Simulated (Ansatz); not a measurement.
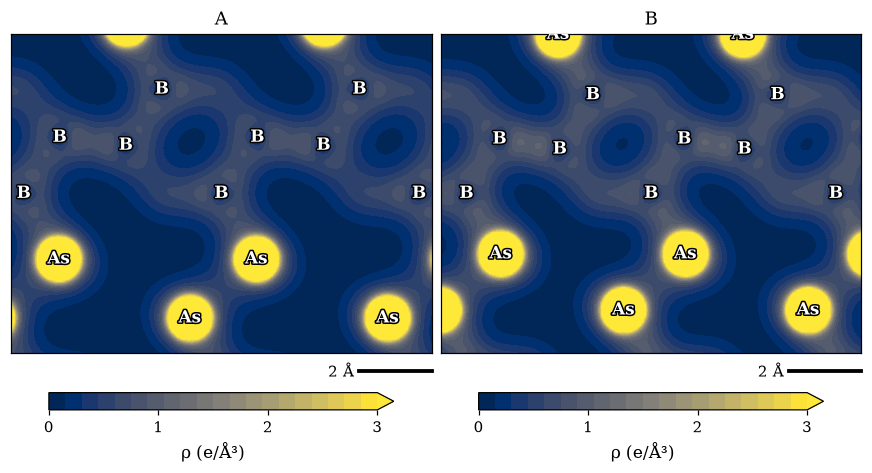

B$_{6}$As. The valence pseudo-density of two cells that differ in size and shape, on the (011̄) plane of each (indices in the axes of the calculation cell), at one length scale and on one colour scale; one has 8.3 and the other 10.1 Å³ an atom.

Space group R-3m; a structure from a database of computed crystals, not necessarily the ambient phase.

The calculation used DFT PBEsol, scalar-relativistic, plane waves, PAW (Ansatz).

In a PAW calculation such maps are meaningful between the atoms, not at the nuclei.

The larger cell:

```cif
data_structure
_symmetry_space_group_name_H-M 'P 1'
_symmetry_Int_Tables_number 1
_cell_length_a 5.4814
_cell_length_b 5.4814
_cell_length_c 5.4814
_cell_angle_alpha 70.173
_cell_angle_beta 70.173
_cell_angle_gamma 70.173
_cell_volume 140.99
loop_
_atom_site_label
_atom_site_type_symbol
_atom_site_fract_x
_atom_site_fract_y
_atom_site_fract_z
_atom_site_occupancy
B1 B 0.01352 0.01352 0.32367 1
B2 B 0.01352 0.32367 0.01352 1
B3 B 0.82290 0.27088 0.82290 1
B4 B 0.82290 0.82290 0.27088 1
B5 B 0.27088 0.82290 0.82290 1
B6 B 0.72912 0.17710 0.17710 1
B7 B 0.17710 0.72912 0.17710 1
B8 B 0.17710 0.17710 0.72912 1
B9 B 0.98648 0.67633 0.98648 1
B10 B 0.98648 0.98648 0.67633 1
B11 B 0.67633 0.98648 0.98648 1
B12 B 0.32367 0.01352 0.01352 1
As1 As 0.60021 0.60021 0.60021 1
As2 As 0.39979 0.39979 0.39979 1
```

The smaller cell: a = 5.121 Å, b = 5.121 Å, c = 5.121 Å, α = 71.15°, β = 71.15°, γ = 71.15°.

> Which is the denser cell? Describe the effect of the change.

Panel B is the smaller cell, by 17 % in volume. From the larger cell to the smaller, As–As goes from 2.47 to 2.32 Å, and the density at its midpoint from 0.57 to 0.72 e/Å³; B–As goes from 2.06 to 1.93 Å, and the density at its midpoint from 0.8 to 0.98 e/Å³; the pressure goes from −15 to 21 GPa; the Kohn–Sham gap goes from 2.1 eV to 2.6 eV.
